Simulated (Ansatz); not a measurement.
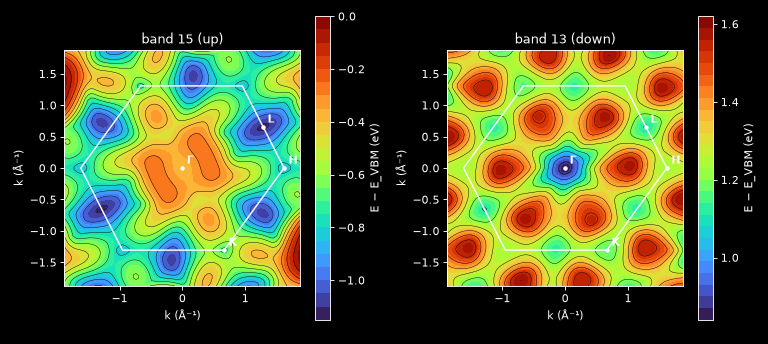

Two bands of MnO2 in space group P-3m1 over the plane through Γ, H and L: the highest mostly filled and the lowest mostly empty one.

Method: Ansatz 0.2.0, DFT PBE, scalar-relativistic, plane waves, PAW; levels and slopes on a dense k mesh at the converged density. Collinear spin polarisation. k mesh for the levels: 24×24×14. The geometry was not relaxed (residual pressure 5 GPa). The cell comes from a database of computed structures, not from a measurement.

**Give both levels and their distance at the named points.**

```csv
point,lower band (eV),upper band (eV),distance (eV)
Γ,−0.38,0.84,1.23
K,−0.75,1.16,1.91
H,−0.87,1.23,2.10
L,−1.11,1.12,2.23
```

**Where are the band edges of the whole zone?**

The valence band has six equivalent maxima on the A–L line (spin up), nearly flat in one direction, with masses 1.78 and 4.07 mₑ across; the conduction band has one minimum at A (spin down), two bands meeting there. The gap is indirect, 0.83 eV at this level of theory, which underestimates gaps and can reorder valleys that lie close.

The run ends with a net moment of 3.0 μB a cell, the order reached from its starting moments, not necessarily the lowest. Spin-orbit coupling, left out here, can split bands that meet at an edge and change their masses. The mesh is coarse (steps of 0.11 Å⁻¹).
